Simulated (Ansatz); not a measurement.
**C: density, localisation and related maps**

Input file:

```
crystal:
  lattice:
    - [3.9395020636, 0.0, 0.0]
    - [-1.9697510318, 3.4117088654, 0.0]
    - [0.0, 0.0, 3.7886859471]
  atoms:
    - { symbol: C, position: [0.7961181966, 0.3980590983, 0.1666666667] }
    - { symbol: C, position: [0.6019409017, 0.3980590983, 0.8333333333] }
    - { symbol: C, position: [0.6019409017, 0.2038818034, 0.5] }
    - { symbol: C, position: [0.2038818034, 0.6019409017, 0.1666666667] }
    - { symbol: C, position: [0.3980590983, 0.6019409017, 0.8333333333] }
    - { symbol: C, position: [0.3980590983, 0.7961181966, 0.5] }
basis:
  ecutwfc: 420
kpoints:
  mp_grid: { grid: [12, 12, 10] }
hamiltonian:
  xc: pbe
scf:
  occupations: { method: gaussian, width: 0.1 }
output:
  forces: true
  stress: true
  eigenvalues: true
  write_density: true
  write_potential: true
  elf: true
  volumetric_format: npy
relax:
  adjacent_minimum: "off"
  f_tol: 0.01
  max_steps: 80
  cell: { stress_tol: 0.05 }
```

Run with:

```sh
ansatz run input.yaml --threads 1 --pin off --max-ram 2560MiB --backend cpu --events-out ev --progress --plain --runs-dir out
```

Below, planes, directions and counts refer to the conventional cell (a = 3.94 Å, b = 3.94 Å, c = 3.79 Å, α = 90.00°, β = 90.00°, γ = 120.00°).

The fields are those of the relaxed geometry.

Space group P6₂22; a structure generated by program, which may or may not match a known phase.

Method: DFT PBE, scalar-relativistic, plane waves, PAW (Ansatz).

In a PAW calculation such maps are meaningful between the atoms, not at the nuclei.

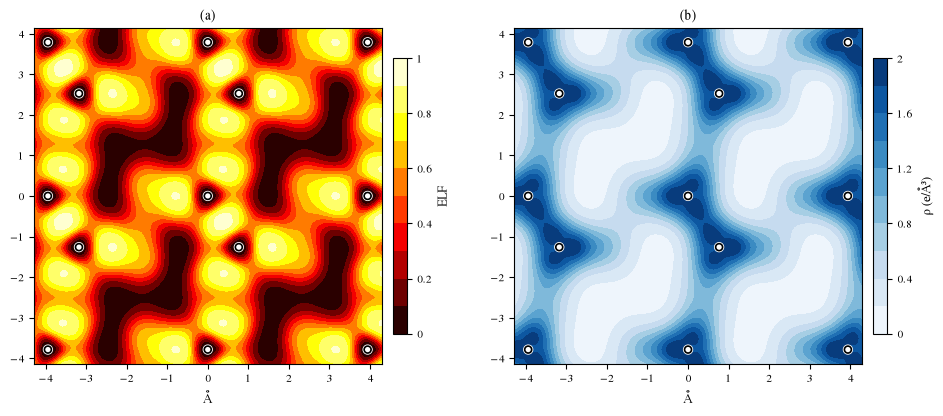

Figure 1. (a) electron localisation function; (b) valence pseudo-density on the (100) plane of the conventional cell. Circles mark the nuclei in the plane (C).

Describe what can be read from this map.

Atoms in the plane: C.
Atoms just off the plane (C, 0.7 Å away) can leave unmarked features too.
C–C (1.48 Å): ρ is about 1.8 e/Å³ halfway; the ELF peaks at about 0.95 between the atoms.
Between the atoms the lowest density in this plane is 0.09 e/Å³.

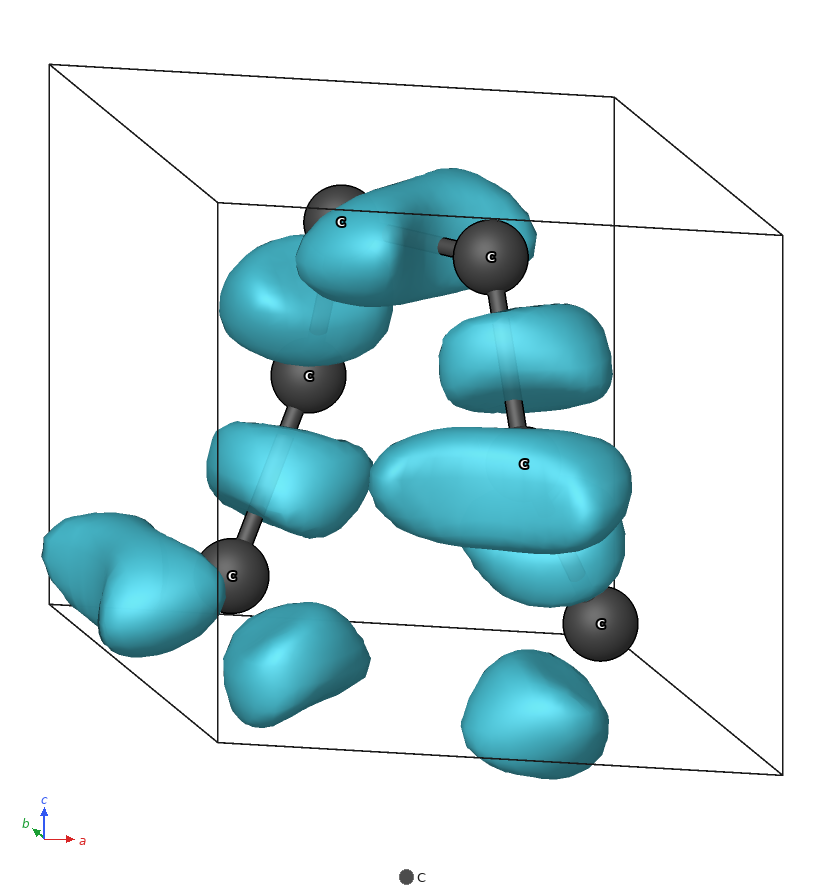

Figure 2. Isosurface of the electron localisation function at 0.75 (cyan), seen slightly off an axis. Only the valence region is drawn (cores and ρ < 0.01 e/Å³ removed). Sticks mark near contacts.

What do the ELF domains correspond to?

At this value the surface marks out nine regions between bonded C–C atoms, counted in one cell of 6 atoms. Regions shared between cells count once. Along the contacts the grid gives the following. C–C (1.39 Å): the ELF peaks at about 0.90 between the atoms.

Does the calculation make it a metal, or give it a gap?

It is metallic or semimetallic at this level of theory: no gap opens.
